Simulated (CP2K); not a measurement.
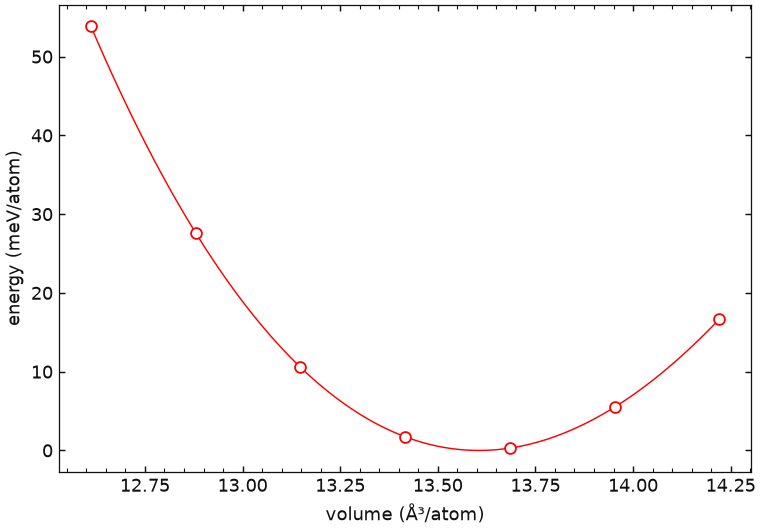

Plotted: energy against volume for Si₂Mo, space group I4/mmm (No. 139).

Structure:
```
Mo Si
1.0
     4.53529    0.00000    0.00000
     2.27744    3.92200    0.00000
    -3.40636   -1.96100    2.26274
Mo Si
1 2
Cartesian
  0.0000 0.0000 0.0000
  4.5441 2.6160 0.0000
  2.2686 1.3060 0.0000
```

Computed with CP2K 2026.2: DFT in Gaussian orbitals with a plane-wave density, no spin polarisation; energies at scaled volumes of the given cell, shape and fractions fixed, counted from the fit's minimum, third-order Birch-Murnaghan fit. Level: PBE.

- k mesh: 12×12×12
- occupations: Fermi–Dirac
- smearing width: 0.05 eV
- potentials: GTH PBE with UZH TZVP basis
- density cutoff: 6123 eV
- program settings: ngrids 5, basis sets Mo TZVP-MOLOPT-PBE-GTH-q14, basis sets Si TZVP-MOLOPT-PBE-GTH-q4, cutoff ry 450 Ry, rel cutoff ry 60 Ry

From this curve and the settings, what does the calculation give for the pressure at the same points?

The pressure falls from 18.60 GPa at volume 12.61 Å³/atom to −8.34 GPa at 14.22 Å³/atom, and changes sign near 13.61 Å³/atom.

| volume (Å³/atom) | pressure (GPa) |
| --- | --- |
| 12.61 | 18.60 |
| 12.88 | 12.83 |
| 13.15 | 7.65 |
| 13.42 | 2.99 |
| 13.68 | −1.20 |
| 13.95 | −4.96 |
| 14.22 | −8.34 |

Keep in mind: shape and atomic fractions are frozen while scaling, which makes layered, chain and framework solids too stiff.
